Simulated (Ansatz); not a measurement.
# ZnCu₂SnSe₄: what the fields show

```
Zn Cu Sn Se
1.0
     5.65946    0.00000    0.00000
     0.00000    5.65946    0.00000
     0.00000    0.00000   11.31197
Zn Cu Sn Se
2 4 2 8
Direct
  0.00000 0.50000 0.25000
  0.50000 0.00000 0.75000
  0.50000 0.00000 0.25000
  0.00000 0.50000 0.75000
  0.00000 0.00000 0.00000
  0.50000 0.50000 0.50000
  0.00000 0.00000 0.50000
  0.50000 0.50000 0.00000
  0.27079 0.26078 0.36929
  0.77079 0.76078 0.86929
  0.22921 0.23922 0.86929
  0.72921 0.73922 0.36929
  0.23922 0.77079 0.13071
  0.73922 0.27079 0.63071
  0.76078 0.22921 0.13071
  0.26078 0.72921 0.63071
```

Space group I-4; a structure from a database of computed crystals, not necessarily the ambient phase; computed without spin polarisation.

These are results of DFT PBEsol, scalar-relativistic, plane waves, PAW (Ansatz), not measurements.

The density is the valence pseudo-density of a PAW calculation; it isn't the true density close to the nuclei.

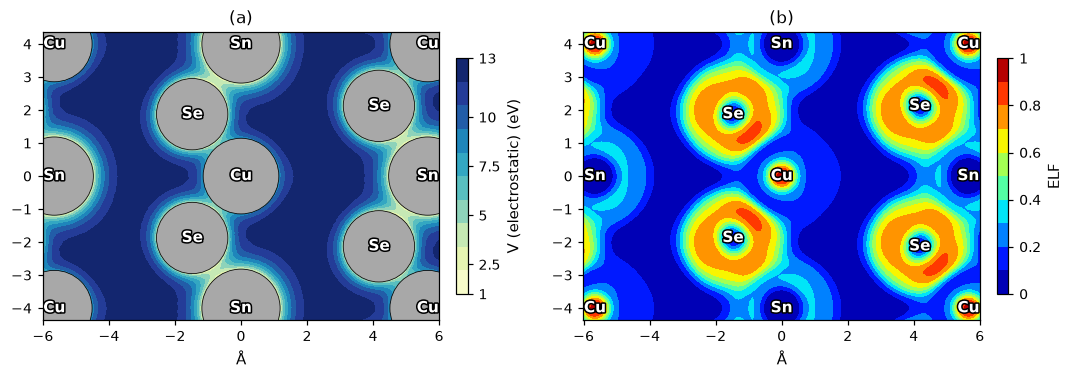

Figure 1. (a) electrostatic potential (local pseudopotential plus Hartree) felt by an electron; (b) ELF on the (11̄0) plane of the conventional cell. Grey discs cover the atomic cores in the potential map.

Describe what can be read from this map.

- Atoms in the plane: Cu, Sn and Se.
- Cu–Se (2.39 Å): the ELF is about 0.50 at the midpoint.
- Sn–Se (2.59 Å): the ELF is about 0.60 at the midpoint.
- The features right at Cu lie inside the PAW spheres, where the map follows smoothed inner orbitals and isn't to be read closely.
- Outside the cores the potential energy rises away from the atoms and is highest about 2.3 Å from the nearest atoms; its zero is arbitrary.

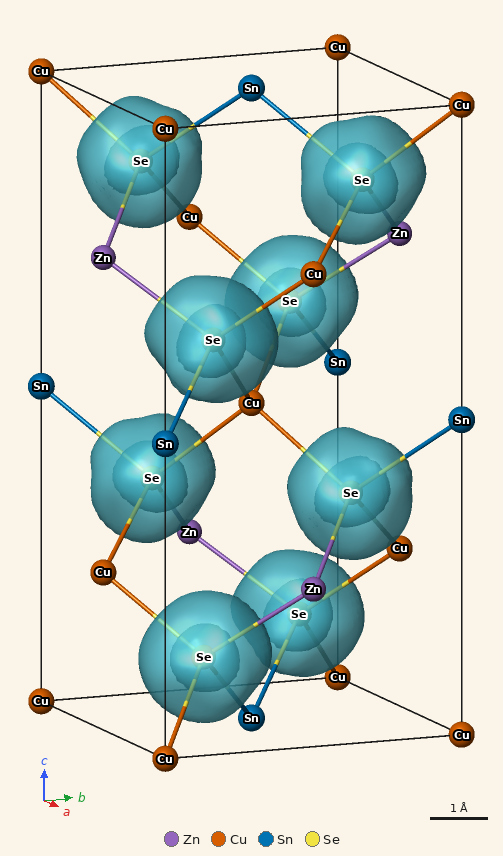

Figure 2. Isosurface of the electron localisation function at 0.7 (cyan), seen slightly off an axis. Core shells and regions of very low density are left out. Sticks mark near contacts.

What do the ELF domains correspond to?

At this value the surface marks out eight regions wrapped around Se (the valence shell of each), counted in one cell of 16 atoms. Any copies at cell faces, edges or corners count once.


Cu–Se (2.38 Å): the ELF is about 0.45 at the midpoint. Zn–Se (2.45 Å): the ELF is about 0.60 at the midpoint.

Does the calculation make it a metal, or give it a gap?

It is metallic or semimetallic at this level of theory: no gap opens; semilocal functionals without U, or without the true magnetic order, often close the gap of such compounds.
